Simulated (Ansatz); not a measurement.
Consider this structure.

```cif
data_structure
_symmetry_space_group_name_H-M 'P 1'
_symmetry_Int_Tables_number 1
_cell_length_a 3.4219
_cell_length_b 3.4219
_cell_length_c 3.4219
_cell_angle_alpha 90.000
_cell_angle_beta 90.000
_cell_angle_gamma 90.000
_cell_volume 40.07
loop_
_atom_site_label
_atom_site_type_symbol
_atom_site_fract_x
_atom_site_fract_y
_atom_site_fract_z
_atom_site_occupancy
Pt1 Pt 0.00000 0.00000 0.00000 1
Pt2 Pt 0.50000 0.50000 0.50000 1
```

Say what kind of structure these coordinates give.

Answer. The element is platinum. Space group Im-3m (No. 229), lattice body-centred cubic. This arrangement goes by the name body-centred cubic (W type). The cell holds two atoms. Pt sits among eight Pt in a cubic arrangement at 2.96 Å. The bonds build a three-dimensional framework.

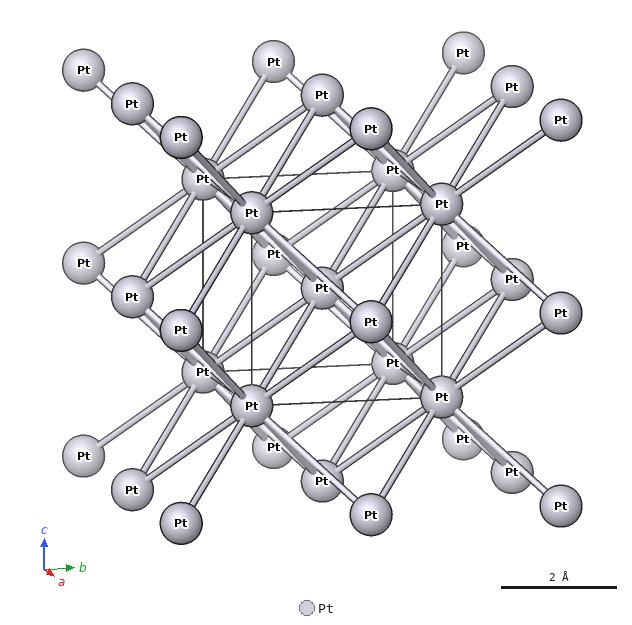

The image is a ball-and-stick drawing of a crystal, viewed slightly off an axis. The parallelepiped is the conventional unit cell. Periodic images bonded to atoms of the box are shown as well. Colours: platinum light grey.

It goes back to a structure listed in the Materials Project. The cell was then strained or its atoms displaced on purpose. Ansatz was used for an electronic-structure calculation on it.

At this level of theory the cell isn't at rest (stretched, at -29 GPa), so its distances can differ from those at equilibrium, the more so the softer the solid.
